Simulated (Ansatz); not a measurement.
A periodic structure is given below.

```
Sr Ti O
1.0
     3.91270    0.00000    0.00000
     0.00000    3.91270    0.00000
     0.00000    0.00000    3.91270
Sr Ti O
1 1 3
Cartesian
  0.0000 0.0000 0.0000
  1.9564 1.9564 1.9564
  1.9564 0.0000 1.9564
  1.9564 1.9564 0.0000
  0.0000 1.9564 1.9564
```

Before looking at a picture, describe the arrangement of atoms.

Answer. The material is SrTiO3. It is primitive cubic, space group Pm-3m (No. 221). Its structure type: cubic perovskite. In the cell are 1 Sr, 1 Ti, 3 O, which makes 1 formula unit. Sr bonds to twelve O in a cuboctahedral arrangement at 2.77 Å. Ti is linked to six O in an octahedral arrangement at 1.96 Å. O is coordinated by four Sr and two Ti in a distorted octahedral arrangement (2.77 Å to Sr, 1.96 Å to Ti). The bonds build a three-dimensional framework.

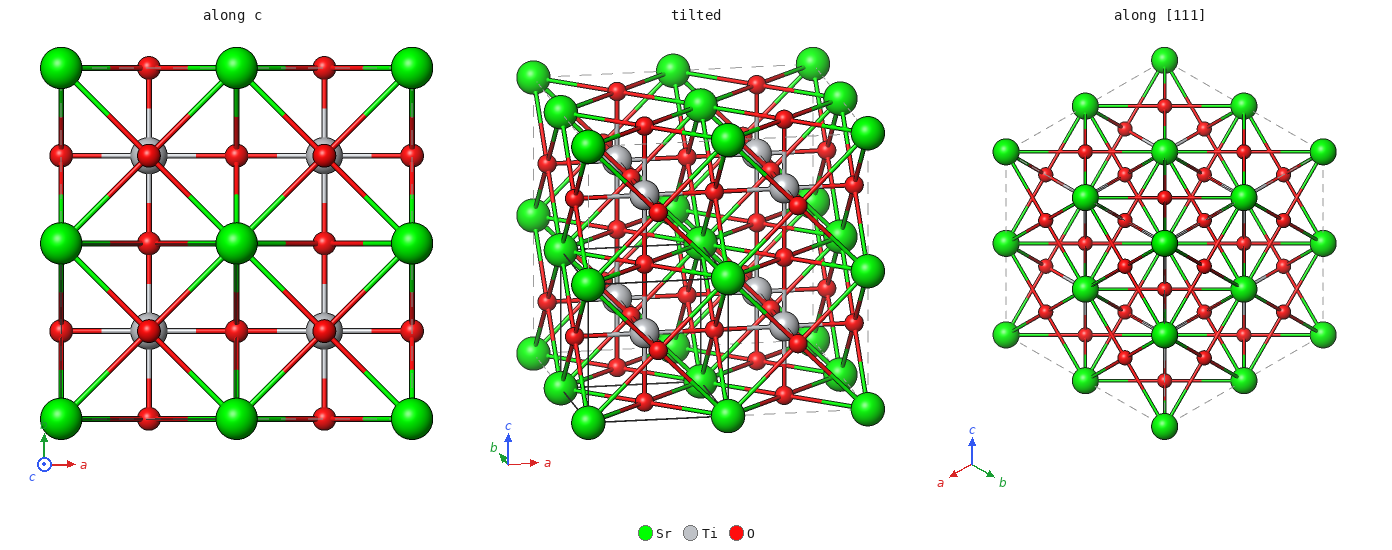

Shown here is a ball-and-stick view of the crystal, taken along the c axis, slightly off an axis and along [111]. The structure is repeated 2×2×2 times; solid lines mark one conventional unit cell. Colours: strontium green, titanium light grey, oxygen red.

The initial geometry was a structure listed in the Materials Project. Earlier steps of the study may have refined or changed the cell and positions. It went into a calculation with Ansatz.

At this level of theory the cell isn't at rest (stretched, at -9 GPa), so its distances can differ from those at equilibrium, the more so the softer the solid.
